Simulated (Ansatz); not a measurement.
# Cr(100) with 4 layers of random Cr-V, 2x2: scattering by chemical disorder, part 2 of 2

How strongly does chemical disorder scatter in Cr(100) with 4 layers of random Cr-V, 2x2?

Ansatz 0.2.0; Ansatz plane-wave DFT, PBE, PAW files; ballistic transport by layer matching (Landauer), zero bias; PAW set soft_1.

So far. Step 2 (With 4 alloy layers): Over the solved energies the transmission per spin lies between 3.22 and 3.33, out of 5.20 channels of the lead on average (up to 5.47).

## 3. With 8 alloy layers

System of this step: Cr(100) with 8 layers of random Cr-V, 2x2. The cell holds 72 atoms: 56 Cr and 16 V. Its edges and angles: a = 5.768 Å, b = 5.768 Å, c = 25.955 Å, α = 90.0°, β = 90.0°, γ = 90.0°. It derives from Cr. Regions: lead, 40 atoms (40 Cr); scattering region, 32 atoms (16 Cr and 16 V). The structure is stacked along c, and the current runs across the ab planes.

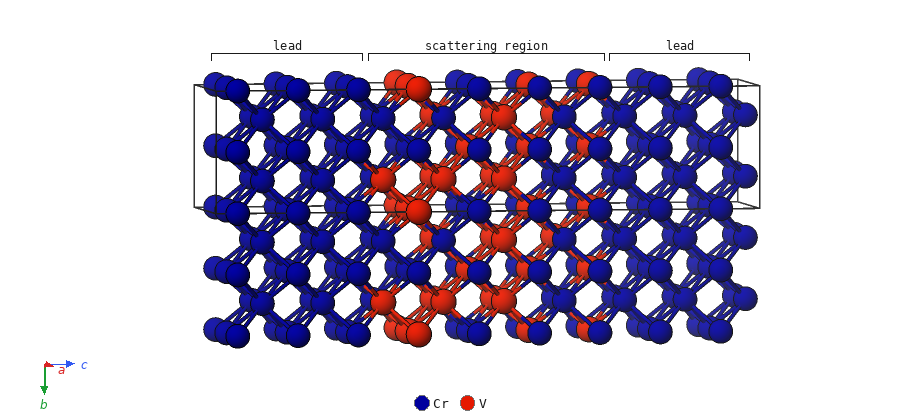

The cell of this step (chromium blue, vanadium red). 1×2×1 cells are drawn. Some periodic images of atoms are drawn too.

Input file input.yaml:

```yaml
crystal:
  lattice:
    - [5.7678, 0.0, 0.0]
    - [0.0, 5.7678, 0.0]
    - [0.0, 0.0, 25.9551]
  atoms:
    - { symbol: Cr, position: [0.0, 0.0, 0.0277777778] }
    - { symbol: Cr, position: [0.0, 0.5, 0.0277777778] }
    - { symbol: Cr, position: [0.5, 0.0, 0.0277777778] }
    - { symbol: Cr, position: [0.5, 0.5, 0.0277777778] }
    - { symbol: Cr, position: [0.25, 0.25, 0.0833333333] }
    - { symbol: Cr, position: [0.25, 0.75, 0.0833333333] }
    - { symbol: Cr, position: [0.75, 0.25, 0.0833333333] }
    - { symbol: Cr, position: [0.75, 0.75, 0.0833333333] }
    - { symbol: Cr, position: [0.0, 0.0, 0.1388888889] }
    - { symbol: Cr, position: [0.0, 0.5, 0.1388888889] }
    - { symbol: Cr, position: [0.5, 0.0, 0.1388888889] }
    - { symbol: Cr, position: [0.5, 0.5, 0.1388888889] }
    - { symbol: Cr, position: [0.25, 0.25, 0.1944444444] }
    - { symbol: Cr, position: [0.25, 0.75, 0.1944444444] }
    - { symbol: Cr, position: [0.75, 0.25, 0.1944444444] }
    - { symbol: Cr, position: [0.75, 0.75, 0.1944444444] }
    - { symbol: Cr, position: [0.0, 0.0, 0.25] }
    - { symbol: Cr, position: [0.0, 0.5, 0.25] }
    - { symbol: Cr, position: [0.5, 0.0, 0.25] }
    - { symbol: Cr, position: [0.5, 0.5, 0.25] }
    - { symbol: Cr, position: [0.25, 0.25, 0.3055555556] }
    - { symbol: Cr, position: [0.25, 0.75, 0.3055555556] }
    - { symbol: Cr, position: [0.75, 0.25, 0.3055555556] }
    - { symbol: V, position: [0.75, 0.75, 0.3055555556] }
    - { symbol: V, position: [0.0, 0.0, 0.3611111111] }
    - { symbol: Cr, position: [0.0, 0.5, 0.3611111111] }
    - { symbol: V, position: [0.5, 0.0, 0.3611111111] }
    - { symbol: Cr, position: [0.5, 0.5, 0.3611111111] }
    - { symbol: V, position: [0.25, 0.25, 0.4166666667] }
    - { symbol: V, position: [0.25, 0.75, 0.4166666667] }
    - { symbol: Cr, position: [0.75, 0.25, 0.4166666667] }
    - { symbol: V, position: [0.75, 0.75, 0.4166666667] }
    - { symbol: Cr, position: [0.0, 0.0, 0.4722222222] }
    - { symbol: Cr, position: [0.0, 0.5, 0.4722222222] }
    - { symbol: Cr, position: [0.5, 0.0, 0.4722222222] }
    - { symbol: V, position: [0.5, 0.5, 0.4722222222] }
    - { symbol: V, position: [0.25, 0.25, 0.5277777778] }
    - { symbol: V, position: [0.25, 0.75, 0.5277777778] }
    - { symbol: V, position: [0.75, 0.25, 0.5277777778] }
    - { symbol: V, position: [0.75, 0.75, 0.5277777778] }
    - { symbol: Cr, position: [0.0, 0.0, 0.5833333333] }
    - { symbol: Cr, position: [0.0, 0.5, 0.5833333333] }
    - { symbol: V, position: [0.5, 0.0, 0.5833333333] }
    - { symbol: V, position: [0.5, 0.5, 0.5833333333] }
    - { symbol: V, position: [0.25, 0.25, 0.6388888889] }
    - { symbol: Cr, position: [0.25, 0.75, 0.6388888889] }
    - { symbol: Cr, position: [0.75, 0.25, 0.6388888889] }
    - { symbol: Cr, position: [0.75, 0.75, 0.6388888889] }
    - { symbol: Cr, position: [0.0, 0.0, 0.6944444444] }
    - { symbol: Cr, position: [0.0, 0.5, 0.6944444444] }
    - { symbol: V, position: [0.5, 0.0, 0.6944444444] }
    - { symbol: V, position: [0.5, 0.5, 0.6944444444] }
    - { symbol: Cr, position: [0.25, 0.25, 0.75] }
    - { symbol: Cr, position: [0.25, 0.75, 0.75] }
    - { symbol: Cr, position: [0.75, 0.25, 0.75] }
    - { symbol: Cr, position: [0.75, 0.75, 0.75] }
    - { symbol: Cr, position: [0.0, 0.0, 0.8055555556] }
    - { symbol: Cr, position: [0.0, 0.5, 0.8055555556] }
    - { symbol: Cr, position: [0.5, 0.0, 0.8055555556] }
    - { symbol: Cr, position: [0.5, 0.5, 0.8055555556] }
    - { symbol: Cr, position: [0.25, 0.25, 0.8611111111] }
    - { symbol: Cr, position: [0.25, 0.75, 0.8611111111] }
    - { symbol: Cr, position: [0.75, 0.25, 0.8611111111] }
    - { symbol: Cr, position: [0.75, 0.75, 0.8611111111] }
    - { symbol: Cr, position: [0.0, 0.0, 0.9166666667] }
    - { symbol: Cr, position: [0.0, 0.5, 0.9166666667] }
    - { symbol: Cr, position: [0.5, 0.0, 0.9166666667] }
    - { symbol: Cr, position: [0.5, 0.5, 0.9166666667] }
    - { symbol: Cr, position: [0.25, 0.25, 0.9722222222] }
    - { symbol: Cr, position: [0.25, 0.75, 0.9722222222] }
    - { symbol: Cr, position: [0.75, 0.25, 0.9722222222] }
    - { symbol: Cr, position: [0.75, 0.75, 0.9722222222] }
kpoints:
  mp_grid: { grid: [4, 4, 1] }
hamiltonian:
  xc: pbe
  pseudopotentials: { kind: paw, azcp: { folder: soft_1 } }
scf:
  occupations: { method: fermi_dirac, width: 0.1 }
output:
  transmission: { leads: [[0, 4]], kmesh: [8, 8], e_range: [-0.05, 0.05], de: 0.05 }
  write_potential: true
  write_density: true
  volumetric_format: npy
```

Launch:

```console
ansatz run input.yaml --threads 4 --pin off --max-ram 15360MiB --backend cpu --events-out ev --progress --plain --runs-dir out
```

Numbers of over 12 decimals in the logs are rounded to 6 here.

The program printed:

```text
[...]
Crystal: 72 atoms, lattice volume = 863.462 Å³
Basis set: ecut = 420 eV, 16939 PW (Γ)
Bands: 596, of which v1, the nominal top of the filled ones, is band 496 counted from 1 (495 counted from 0)
Symmetry: 1 space group operations
[...]
k-points: 10 of 16 (time reversal used)
[...]
SCF iter   1: F=—  HF=-236054.028145 eV  |F-HF|=—  |Δ(HF+E_count)|=         —  Δρ=5.07e-1  dr2=4.94e4  ethr=3.10e-3  ⟨swp⟩=4.5  Hψ=19764  notcnv=0
[...]
SCF iter  15: F=-235754.201441 eV  HF=-235754.201441 eV  |F-HF|=2.49e-8  |Δ(HF+E_count)|=   4.51e-9  Δρ=1.15e-6  dr2=2.57e-8  ethr=1.01e-11  ⟨swp⟩=10.3  Hψ=21560  notcnv=0
SCF 1 converged in 15 iterations: F = -235754.201441 eV  dr2 = 2.57e-8
[...]
transmission: 114 of 1122 steps passed
transmission: 231 of 1122 steps passed
[...]
transmission: 1122 of 1122 steps passed
SCF converged after 15 iterations
Free energy (F): -235754.201441 eV
[...]
Internal energy: -235752.450578 eV  (E = F + TS)
E sigma→0 (E₀):  -235753.326010 eV
Entropy (-TS):   -1.750863 eV (-24.318 meV/atom)
Fermi energy:    18.613361 eV
[...]
--- Band table (eV; the first three rows and the last of 10) ---
  k-point 0: bands = [... 492 lower, 18.7340, 18.7457, 18.7477, 18.7540, 18.7635, 18.8010, 18.8148, 18.8434, ... 96 higher]
  k-point 1: bands = [... 492 lower, 18.6650, 18.6944, 18.7220, 18.7248, 18.7551, 18.7756, 18.8266, 18.8356, ... 96 higher]
  k-point 2: bands = [... 492 lower, 18.3988, 18.4209, 18.4282, 18.4657, 18.6414, 18.6541, 18.7153, 18.7213, ... 96 higher]
  k-point 9: bands = [... 492 lower, 17.8773, 17.8862, 17.9106, 17.9518, 17.9570, 17.9736, 18.0175, 18.0491, ... 96 higher]
--- Transmission ---
  basis      : 293 plane waves across, 33 finite elements along
  points     : 34, standing for a mesh of 8 x 8
[...]
channels       : 5.468750e0 a spin
[...]
slowest decay  : 0.0346 /Å at (0.5000, 0.3750)
  junction   : crystal 0 to crystal 0, 0.70 to 25.21 Å
    transmission   : 2.737586e0 a spin
[...]
```

It took 23 min on 4 threads of Arm Neoverse V1, shared host; peak memory 9.1 GiB.

This step gave:

- free energy: -235754.2014 eV
- energy at zero smearing: -235753.3260 eV
- transmission per spin nearest the Fermi level: 2.738
- step of the lead's potential: 5 meV

Per spin. Table of transmission, zone mean by energy, zero at the Fermi level:

| energy (eV) | transmission, zone mean |
| --- | --- |
| -0.0500 | 2.79 |
| 0.0000 | 2.74 |
| 0.0500 | 2.59 |

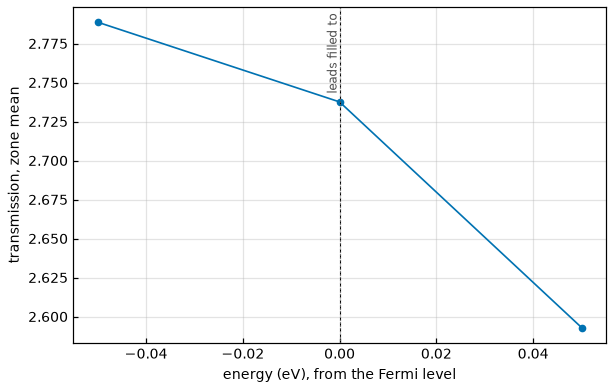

Transmission, zone mean, plotted against energy.

Over the solved energies the transmission per spin lies between 2.59 and 2.79, out of 5.32 channels of the lead on average (up to 5.47).

## 4. With 12 alloy layers

System of this step: Cr(100) with 12 layers of random Cr-V, 2x2. The cell holds 88 atoms: 64 Cr and 24 V. Cell: a = 5.768 Å, b = 5.768 Å, c = 31.723 Å, α = 90.0°, β = 90.0°, γ = 90.0°. It derives from Cr. Regions: lead, 40 atoms (40 Cr); scattering region, 48 atoms (24 V and 24 Cr). The structure is stacked along c, and the current runs across the ab planes.

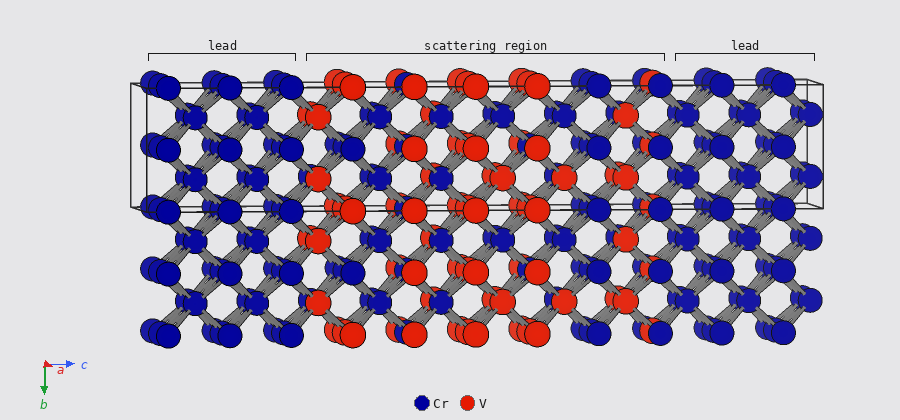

The cell of this step (chromium blue, vanadium red). 1×2×1 cells are drawn. Some periodic images of atoms are drawn too.

Input file input.yaml:

```yaml
crystal:
  lattice:
    - [5.7678, 0.0, 0.0]
    - [0.0, 5.7678, 0.0]
    - [0.0, 0.0, 31.7229]
  atoms:
    - { symbol: Cr, position: [0.0, 0.0, 0.0227272727] }
    - { symbol: Cr, position: [0.0, 0.5, 0.0227272727] }
    - { symbol: Cr, position: [0.5, 0.0, 0.0227272727] }
    - { symbol: Cr, position: [0.5, 0.5, 0.0227272727] }
    - { symbol: Cr, position: [0.25, 0.25, 0.0681818182] }
    - { symbol: Cr, position: [0.25, 0.75, 0.0681818182] }
    - { symbol: Cr, position: [0.75, 0.25, 0.0681818182] }
    - { symbol: Cr, position: [0.75, 0.75, 0.0681818182] }
    - { symbol: Cr, position: [0.0, 0.0, 0.1136363636] }
    - { symbol: Cr, position: [0.0, 0.5, 0.1136363636] }
    - { symbol: Cr, position: [0.5, 0.0, 0.1136363636] }
    - { symbol: Cr, position: [0.5, 0.5, 0.1136363636] }
    - { symbol: Cr, position: [0.25, 0.25, 0.1590909091] }
    - { symbol: Cr, position: [0.25, 0.75, 0.1590909091] }
    - { symbol: Cr, position: [0.75, 0.25, 0.1590909091] }
    - { symbol: Cr, position: [0.75, 0.75, 0.1590909091] }
    - { symbol: Cr, position: [0.0, 0.0, 0.2045454545] }
    - { symbol: Cr, position: [0.0, 0.5, 0.2045454545] }
    - { symbol: Cr, position: [0.5, 0.0, 0.2045454545] }
    - { symbol: Cr, position: [0.5, 0.5, 0.2045454545] }
    - { symbol: V, position: [0.25, 0.25, 0.25] }
    - { symbol: Cr, position: [0.25, 0.75, 0.25] }
    - { symbol: V, position: [0.75, 0.25, 0.25] }
    - { symbol: V, position: [0.75, 0.75, 0.25] }
    - { symbol: V, position: [0.0, 0.0, 0.2954545455] }
    - { symbol: Cr, position: [0.0, 0.5, 0.2954545455] }
    - { symbol: V, position: [0.5, 0.0, 0.2954545455] }
    - { symbol: Cr, position: [0.5, 0.5, 0.2954545455] }
    - { symbol: Cr, position: [0.25, 0.25, 0.3409090909] }
    - { symbol: Cr, position: [0.25, 0.75, 0.3409090909] }
    - { symbol: Cr, position: [0.75, 0.25, 0.3409090909] }
    - { symbol: Cr, position: [0.75, 0.75, 0.3409090909] }
    - { symbol: V, position: [0.0, 0.0, 0.3863636364] }
    - { symbol: V, position: [0.0, 0.5, 0.3863636364] }
    - { symbol: Cr, position: [0.5, 0.0, 0.3863636364] }
    - { symbol: Cr, position: [0.5, 0.5, 0.3863636364] }
    - { symbol: V, position: [0.25, 0.25, 0.4318181818] }
    - { symbol: V, position: [0.25, 0.75, 0.4318181818] }
    - { symbol: Cr, position: [0.75, 0.25, 0.4318181818] }
    - { symbol: Cr, position: [0.75, 0.75, 0.4318181818] }
    - { symbol: V, position: [0.0, 0.0, 0.4772727273] }
    - { symbol: V, position: [0.0, 0.5, 0.4772727273] }
    - { symbol: V, position: [0.5, 0.0, 0.4772727273] }
    - { symbol: V, position: [0.5, 0.5, 0.4772727273] }
    - { symbol: Cr, position: [0.25, 0.25, 0.5227272727] }
    - { symbol: V, position: [0.25, 0.75, 0.5227272727] }
    - { symbol: Cr, position: [0.75, 0.25, 0.5227272727] }
    - { symbol: V, position: [0.75, 0.75, 0.5227272727] }
    - { symbol: V, position: [0.0, 0.0, 0.5681818182] }
    - { symbol: V, position: [0.0, 0.5, 0.5681818182] }
    - { symbol: V, position: [0.5, 0.0, 0.5681818182] }
    - { symbol: Cr, position: [0.5, 0.5, 0.5681818182] }
    - { symbol: Cr, position: [0.25, 0.25, 0.6136363636] }
    - { symbol: Cr, position: [0.25, 0.75, 0.6136363636] }
    - { symbol: Cr, position: [0.75, 0.25, 0.6136363636] }
    - { symbol: V, position: [0.75, 0.75, 0.6136363636] }
    - { symbol: Cr, position: [0.0, 0.0, 0.6590909091] }
    - { symbol: Cr, position: [0.0, 0.5, 0.6590909091] }
    - { symbol: Cr, position: [0.5, 0.0, 0.6590909091] }
    - { symbol: Cr, position: [0.5, 0.5, 0.6590909091] }
    - { symbol: Cr, position: [0.25, 0.25, 0.7045454545] }
    - { symbol: V, position: [0.25, 0.75, 0.7045454545] }
    - { symbol: V, position: [0.75, 0.25, 0.7045454545] }
    - { symbol: V, position: [0.75, 0.75, 0.7045454545] }
    - { symbol: Cr, position: [0.0, 0.0, 0.75] }
    - { symbol: Cr, position: [0.0, 0.5, 0.75] }
    - { symbol: V, position: [0.5, 0.0, 0.75] }
    - { symbol: V, position: [0.5, 0.5, 0.75] }
    - { symbol: Cr, position: [0.25, 0.25, 0.7954545455] }
    - { symbol: Cr, position: [0.25, 0.75, 0.7954545455] }
    - { symbol: Cr, position: [0.75, 0.25, 0.7954545455] }
    - { symbol: Cr, position: [0.75, 0.75, 0.7954545455] }
    - { symbol: Cr, position: [0.0, 0.0, 0.8409090909] }
    - { symbol: Cr, position: [0.0, 0.5, 0.8409090909] }
    - { symbol: Cr, position: [0.5, 0.0, 0.8409090909] }
    - { symbol: Cr, position: [0.5, 0.5, 0.8409090909] }
    - { symbol: Cr, position: [0.25, 0.25, 0.8863636364] }
    - { symbol: Cr, position: [0.25, 0.75, 0.8863636364] }
    - { symbol: Cr, position: [0.75, 0.25, 0.8863636364] }
    - { symbol: Cr, position: [0.75, 0.75, 0.8863636364] }
    - { symbol: Cr, position: [0.0, 0.0, 0.9318181818] }
    - { symbol: Cr, position: [0.0, 0.5, 0.9318181818] }
    - { symbol: Cr, position: [0.5, 0.0, 0.9318181818] }
    - { symbol: Cr, position: [0.5, 0.5, 0.9318181818] }
    - { symbol: Cr, position: [0.25, 0.25, 0.9772727273] }
    - { symbol: Cr, position: [0.25, 0.75, 0.9772727273] }
    - { symbol: Cr, position: [0.75, 0.25, 0.9772727273] }
    - { symbol: Cr, position: [0.75, 0.75, 0.9772727273] }
kpoints:
  mp_grid: { grid: [4, 4, 1] }
hamiltonian:
  xc: pbe
  pseudopotentials: { kind: paw, azcp: { folder: soft_1 } }
scf:
  occupations: { method: fermi_dirac, width: 0.1 }
output:
  transmission: { leads: [[0, 4]], kmesh: [8, 8], e_range: [-0.05, 0.05], de: 0.05 }
  write_potential: true
  write_density: true
  volumetric_format: npy
```

The program printed:

```text
[...]
Crystal: 88 atoms, lattice volume = 1055.342 Å³
Basis set: ecut = 420 eV, 20751 PW (Γ)
Bands: 725, of which v1, the nominal top of the filled ones, is band 604 counted from 1 (603 counted from 0)
Symmetry: 1 space group operations
[...]
k-points: 10 of 16 (time reversal used)
[...]
SCF iter   1: F=—  HF=-286426.047914 eV  |F-HF|=—  |Δ(HF+E_count)|=         —  Δρ=4.95e-1  dr2=7.10e4  ethr=3.10e-3  ⟨swp⟩=5.3  Hψ=24631  notcnv=0
[...]
SCF iter  15: F=-286076.511869 eV  HF=-286076.511869 eV  |F-HF|=2.08e-8  |Δ(HF+E_count)|=   2.56e-9  Δρ=8.19e-7  dr2=2.16e-8  ethr=8.28e-12  ⟨swp⟩=12.5  Hψ=29469  notcnv=0
SCF 1 converged in 15 iterations: F = -286076.511869 eV  dr2 = 2.16e-8
[...]
transmission: 144 of 1360 steps passed
transmission: 273 of 1360 steps passed
[...]
transmission: 1360 of 1360 steps passed
SCF converged after 15 iterations
Free energy (F): -286076.511869 eV
[...]
Internal energy: -286074.399535 eV  (E = F + TS)
E sigma→0 (E₀):  -286075.455702 eV
Entropy (-TS):   -2.112333 eV (-24.004 meV/atom)
Fermi energy:    18.605588 eV
[...]
--- Band table (eV; the first three rows and the last of 10) ---
  k-point 0: bands = [... 600 lower, 18.7156, 18.7272, 18.7680, 18.7701, 18.7744, 18.7795, 18.8135, 18.8241, ... 117 higher]
  k-point 1: bands = [... 600 lower, 18.6818, 18.6867, 18.7229, 18.7402, 18.7581, 18.7784, 18.8244, 18.8321, ... 117 higher]
  k-point 2: bands = [... 600 lower, 18.4065, 18.4154, 18.4301, 18.4446, 18.4678, 18.4850, 18.5052, 18.5749, ... 117 higher]
  k-point 9: bands = [... 600 lower, 17.9837, 18.0378, 18.0436, 18.0530, 18.0595, 18.0665, 18.0892, 18.0974, ... 117 higher]
--- Transmission ---
  basis      : 293 plane waves across, 40 finite elements along
  points     : 34, standing for a mesh of 8 x 8
[...]
channels       : 5.468750e0 a spin
[...]
slowest decay  : 0.0263 /Å at (0.5000, 0.3750)
  junction   : crystal 0 to crystal 0, 0.70 to 30.98 Å
    transmission   : 2.467492e0 a spin
[...]
```

Elapsed: 33 min, on 4 threads; peak memory 6.7 GiB.

Numbers from this step:

| Property | Result |
| --- | --- |
| free energy | -286076.5119 eV |
| energy at zero smearing | -286075.4557 eV |
| transmission per spin nearest the Fermi level | 2.467 |
| step of the lead's potential | 4.7 meV |

Per spin. Table of transmission, zone mean by energy, zero at the Fermi level:

| energy (eV) | transmission, zone mean |
| --- | --- |
| -0.0500 | 2.55 |
| 0.0000 | 2.47 |
| 0.0500 | 2.23 |

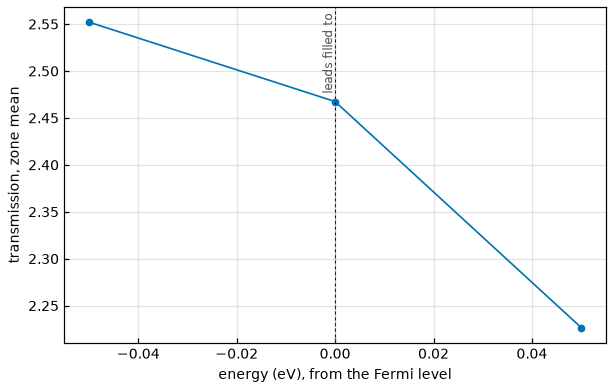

Transmission, zone mean against energy.

Over the solved energies the transmission per spin lies between 2.23 and 2.55, out of 5.20 channels of the lead on average (up to 5.47).

## 5. Resistance against length

This step: Ansatz plane-wave DFT, PBE, PAW files; ballistic transport by layer matching (Landauer), zero bias; residual resistivity from the slope of the area resistance, atoms on the host's lattice; PAW set soft_1 (Ansatz 0.2.0).

Numbers from this step:

| Property | Result |
| --- | --- |
| resistivity | 41.05 µΩ cm |
| intercept | 0.2629 fΩ m² |
| scatter about the fit | 0.03067 fΩ m² |

Resistance, by row:

| run | length (Å) | T | channels N | RA (fΩ m²) |
| --- | --- | --- | --- | --- |
| n4 | 5.768 | 3.293 | 5.198 | 0.478 |
| n8 | 11.54 | 2.706 | 5.323 | 0.7798 |
| n12 | 17.3 | 2.415 | 5.198 | 0.9516 |

Area resistance against length of the alloy:

| length of the alloy (Å) | area resistance (fΩ m²) |
| --- | --- |
| 5.77 | 0.478 |
| 11.54 | 0.780 |
| 17.30 | 0.952 |

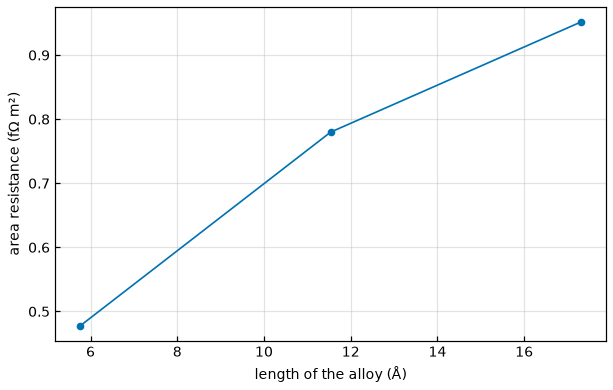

Area resistance, plotted against length of the alloy.

The area resistance goes from 0.48 to 0.95 fΩ m² between 5.8 and 17.3 Å, a slope of 41 µΩ cm.

By hand from the end points: (0.9516 − 0.4780) fΩ m² / (17.30 − 5.77) Å = 41 µΩ cm, since 1 fΩ m² per Å is 1000 µΩ cm.

## 6. Outcome

```yaml
resistivity_from_the_slope: 41.1 µΩ cm
area_resistance_over_5p77_a: 0.478 fΩ m²
area_resistance_over_11p5_a: 0.780 fΩ m²
area_resistance_over_17p3_a: 0.952 fΩ m²
```

The slope gives 41 µΩ cm. The points scatter by 0.031 fΩ m² about the line, with one random draw a length in a 2x2 cell, so the slope is a rough value. The lead's own channel count moves between the runs (5.20, 5.32 and 5.20), which shifts RA and the slope too. Read with a model of isotropic scattering on a spherical Fermi surface and the lead's 1.2×10¹⁵ S/m², this slope means a mean free path near 16 Å (a rough figure, since the alloy's own channel count differs); over these lengths the model's slope is 1.03 times its bulk resistivity, which would be 40 µΩ cm. The atoms sit on the host's lattice, so scattering by size misfit is left out. The runs have no spin polarisation, although Cr can order magnetically, which would change the channels.

[Logs are printed without paths, hosts, clocks, repeated set-up lines and the standing remarks that a program may print on its own settings, such as how far it seeks lower states.]

[Hosts, paths, dates, database ids (printed as entryN), source tags and the programs' standing remarks are cut or masked in the printed files.]
